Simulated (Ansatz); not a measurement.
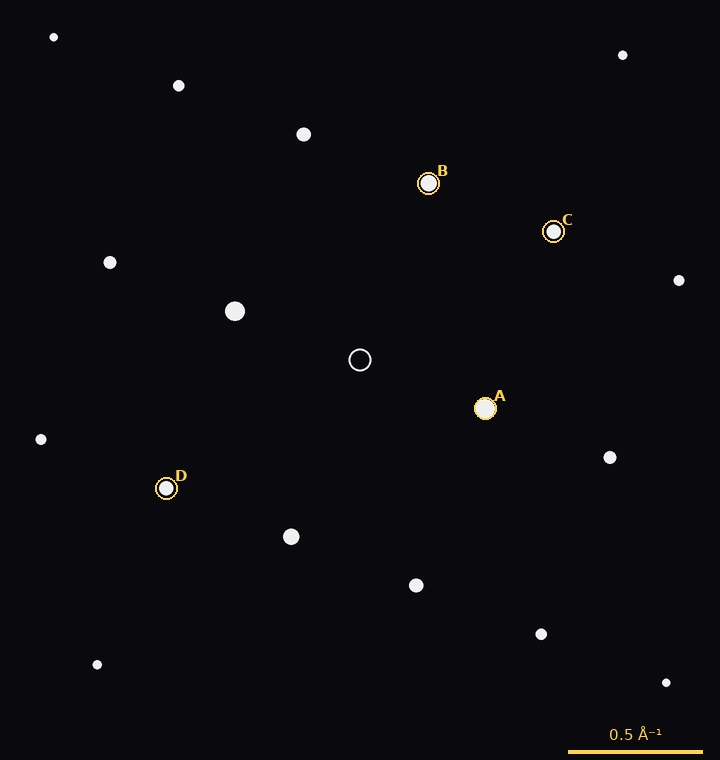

Simulated selected-area electron diffraction pattern (200 kV, kinematic approximation, thin crystal, B = 0.5 Å² for all atoms). The zone axis points towards the electron source and the pattern is seen from the source side.

The sample is Co, space group Im-3m (No. 229), a = 2.81 Å. Structure: the input geometry of an electronic-structure calculation (not necessarily at equilibrium); the starting structure was generated, so it need not be a known form of this composition.

Spot A is indexed -1 1 0 and spot B 0 0 2.

**What are the indices of the remaining marked spots?**

C = A + B = -1 1 2 (d = 1.148 Å). D = −A − B = 1 -1 -2 (d = 1.148 Å).

**Find the zone axis.**

The cross product of A and B is parallel to [110]; every spot obeys hu + kv + lw = 0.

**What are the spacings of A and B and the angle between them?**

d(A) = 1.988 Å, d(B) = 1.406 Å, and the angle is 90.0°.
